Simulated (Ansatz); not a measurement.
Si3O (slab)

```
Si O
1.0
     3.84172    0.00000    0.00000
     0.00000    3.84172    0.00000
     0.00000    0.00000   26.44126
Si O
6 2
Direct
  0.00000 0.50000 0.32147
  0.00000 0.00000 0.37284
  0.50000 0.00000 0.42420
  0.50478 0.50025 0.47529
  0.00401 0.49444 0.52637
  0.98692 0.99229 0.57693
  0.59855 0.14908 0.59679
  0.30881 0.93256 0.62000
```

The program warned that a starting moment wasn't kept; spin-polarised, but the moments vanished.

All numbers below come from Ansatz 0.2.0, DFT PBEsol, scalar-relativistic, plane waves, PAW.

What can the converged valence pseudo-density and electron localisation function tell about the bonding?

Answer. Si–Si (2.35 Å): ρ is about 0.59 e/Å³ halfway; the ELF peaks at about 0.95 between the atoms.

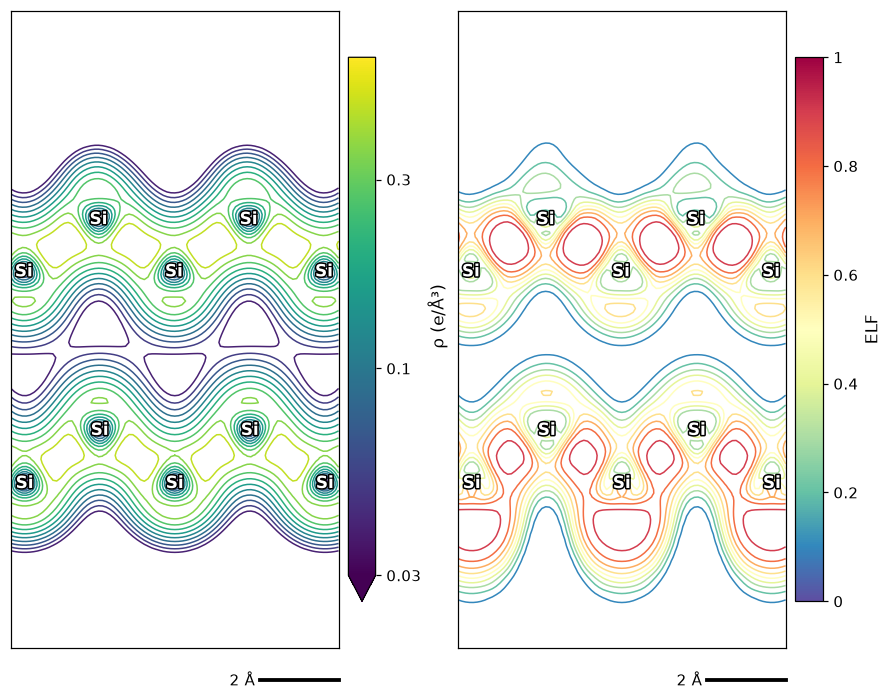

Computed valence pseudo-density and electron localisation function on the (100) plane of the calculation cell, a cut from vacuum to vacuum, in this order. 
